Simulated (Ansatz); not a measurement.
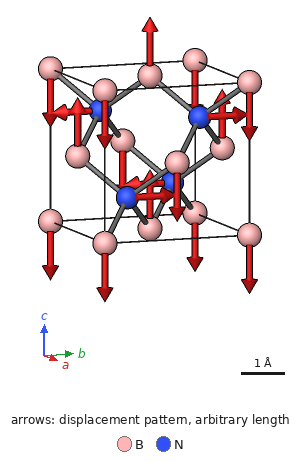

Lattice vibrations of crystalline BN, at the zone centre of a doubled cell. The levels lie at 695 (×2), 885 (×2), 997, 1027 (×3), 1139 cm⁻¹. One mode is drawn. The red arrows are the displacements of the atoms (eigenvector over the root of the mass), of arbitrary overall length and sign. The picture is a ball-and-stick view of the conventional cell (2 times the calculation's cell), seen slightly off an axis. Lengths and directions refer to the drawn axes.

Computed with Ansatz 0.2.0, DFT PBE, scalar-relativistic, plane waves, PAW. Settings: plane-wave cutoff 420 eV; k-point mesh 10 × 10 × 6; occupations gaussian; smearing width 0.05 eV; no spin polarisation.

Frequencies are those without the non-analytic (LO–TO) term.

To which level does it belong?

The level at 885 cm⁻¹. This is a doubly degenerate mode (one member of the set is drawn), level 2 of 5, counted from below (the three translations aside). Atoms of one kind move against one another, with no net shift of any sublattice; of the bonds it mainly stretches B–N, some lengthening while others shorten; the kinetic energy is shared as B 51 %, N 49 %. It changes sign from one half of the doubled cell to the other: it belongs to the zone boundary, q = (0, 1/2, 1/2) in the reciprocal vectors of the undoubled cell.
